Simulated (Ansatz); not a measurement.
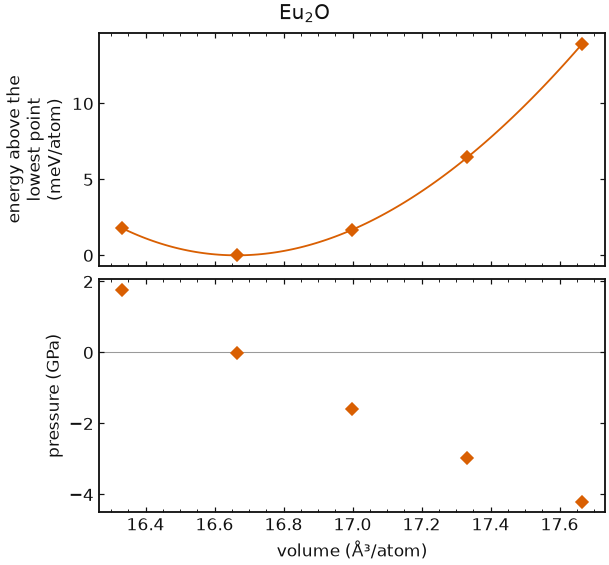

The figure shows the energy above the lowest point and pressure against volume for Eu₂O, space group Fm-3m (No. 225) (one of a set of cubic test structures, which need not be the stable phase).

Calculation (Ansatz 0.2.0 development build): equation of state of a cubic crystal from periodic Kohn-Sham density functional theory without spin, third-order Birch-Murnaghan fit to the free energies; pressure corrected for the finite basis. Level: PBE.

structure type antifluorite; atoms in cell 3; space group number 225; lattice centring face-centred primitive; k mesh 16×16×16; occupation method Fermi–Dirac; occupation width 0.06123 eV; wave cutoff 930 eV; datasets hand-made PAW; density tolerance 1e−09 eV; bands 32; density cutoff ratio 5; search for lower states default.

Question: Give the fitted equation-of-state parameters.

Answer: A third-order Birch–Murnaghan fit gives V0 = 16.66 Å³/atom, B0 = 83.4 GPa and B′ = 5.1.

Question: Read off the course of the pressure.

Answer: It falls from 1.761 GPa at volume 16.33 Å³/atom to −4.199 GPa at 17.67 Å³/atom, and changes sign near 16.66 Å³/atom.

Note: cubic model structure, not the ambient form; open f shell treated without spin.
